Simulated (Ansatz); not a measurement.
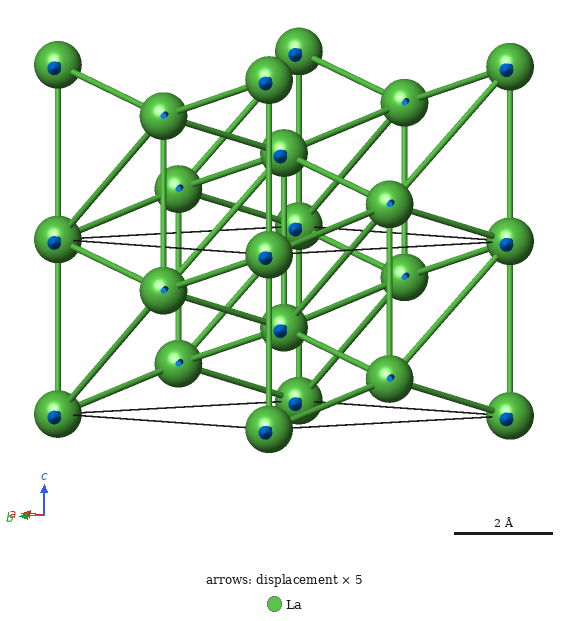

A relaxation of solid La (a generated structure, set up in I4_1/amd). The starting structure is drawn; blue arrows show the displacements (the part carried along by the change of the cell is left out), magnified 5 times.

The picture is a ball-and-stick view of the conventional cell (2 times the calculation's cell), repeated 1 × 1 × 2 with one cell outlined, seen from a free direction. Lengths and directions refer to the drawn axes.

Phase: beta-Sn type.

These are results of Ansatz, DFT, RPBE, plane waves (420 eV) with PAW, scalar-relativistic, not measurements.

Input
```yaml
crystal:
  lattice:
    - [-3.3012070246, 3.3012070246, 1.8024590354]
    - [3.3012070246, -3.3012070246, 1.8024590354]
    - [3.3012070246, 3.3012070246, -1.8024590354]
  atoms:
    - { symbol: La, position: [0.0, 0.0, 0.0] }
    - { symbol: La, position: [0.75, 0.25, 0.5] }
hamiltonian:
  xc: rpbe
  pseudopotentials:
    kind: paw
    azcp:
      La: "pseudopotentials/La.paw.azcp"
basis:
  ecutwfc: 420
  fft_grid_basis: typed
kpoints:
  mp_grid: { grid: [10, 10, 7], shift: [0, 0, 0] }
magnetization:
  spin_polarized: false
scf:
  occupations: { method: fermi_dirac, width: 0.1 }
relax:
  max_steps: 60
  f_tol: 0.01
  cell: {}
```

Command:
```bash
ansatz run input.yaml --threads 2 --pin off --max-ram 5120MiB --backend cpu --events-out ev --progress --plain --runs-dir out
```

**What happened in the run?**

The largest moves relative to the cell, 0.28 Å, are those of La1 and La2. La1 goes along [−1 1 0]. Cell: a = b 6.602 → 7.280 Å (+10.3 %), c 3.605 → 3.854 Å (+6.9 %), α 90.0° → 74.7°, β 90.0° → 74.7°, γ 90.0° → 54.6°. Volume +1.2 %. Among the contacts that change: La1–La1 5.004 → 3.855 Å, La1–La2 4.267 → 3.810 Å, La1–La2 (another image) 3.422 → 3.805 Å, La1–La1 (another image) 3.605 → 3.854 Å. New bonds form: La1–La1 (5.00 → 3.85 Å), La2–La2 (5.00 → 3.85 Å). The space group (tolerance 0.01 Å) goes from I4_1/amd (No. 141) to C2/c (No. 15). The energy falls by 0.557 eV per cell of the calculation in 24 accepted moves (28 points after the start). Pressure: −0.45 GPa at the start and 0.01 GPa at the end. The SCF was repeated 4 times at an unchanged geometry on a basis and grid sized afresh for the cell, which shifted the energy by 68.1 meV per cell of the calculation at most.
